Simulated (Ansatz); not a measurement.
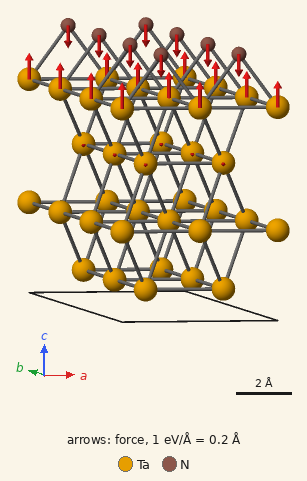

Starting geometry of a slab of composition Ta4N (cut from the Im-3m phase) with the computed forces as red arrows. The picture is a ball-and-stick view of the 2 × 3 repeat of the cell, outlined in the plane, without the vacuum, seen slightly off an axis.

Case: N put at a bridge Ta-Ta site. The slab is the (1 1 0) face of Ta with N on it. 2 atoms are held fixed.

Theory: Ansatz, DFT PBEsol, scalar-relativistic, plane waves, PAW. Settings: plane-wave cutoff 420 eV; k-point mesh 11 × 11 × 1; occupations gaussian; smearing width 0.1 eV; no spin polarisation; dipole correction; atoms relaxed in a fixed cell; force threshold 0.03 eV/Å; at most 70 steps.

Question: Is this structure relaxed? If not, where do the atoms go?

Answer: It isn't relaxed: the largest force vector, on a Ta atom, is 4.85 eV/Å. The atoms end up moving mostly along the starting forces (cosine between the two patterns 0.89). The N atom moves most: 0.52 Å along the normal (−c). Largest moves by element: N 0.52 Å, Ta 0.21 Å. The lattice vectors keep their values. Some distances before and after: N–Ta 2.421 → 1.873 Å, N–Ta 3.353 → 2.982 Å, Ta–Ta 2.759 → 2.969 Å, Ta–Ta 3.210 → 3.392 Å. Among the angles between lasting bonds that change: Ta–N–Ta 71.9° → 98.6°. After 5 accepted moves (6 points after the start) the energy has fallen by 3.140 eV per cell of the calculation. Largest force component: 4.9 eV/Å at the start, 0.0032 eV/Å at the end. The line search rejected the trial step at point 3 of the run.

Limits of the set-up: the cell has an odd number of electrons but was run without spin polarisation; the periodic images lie only 2.8 Å apart, so the values are limited by the cell's size.
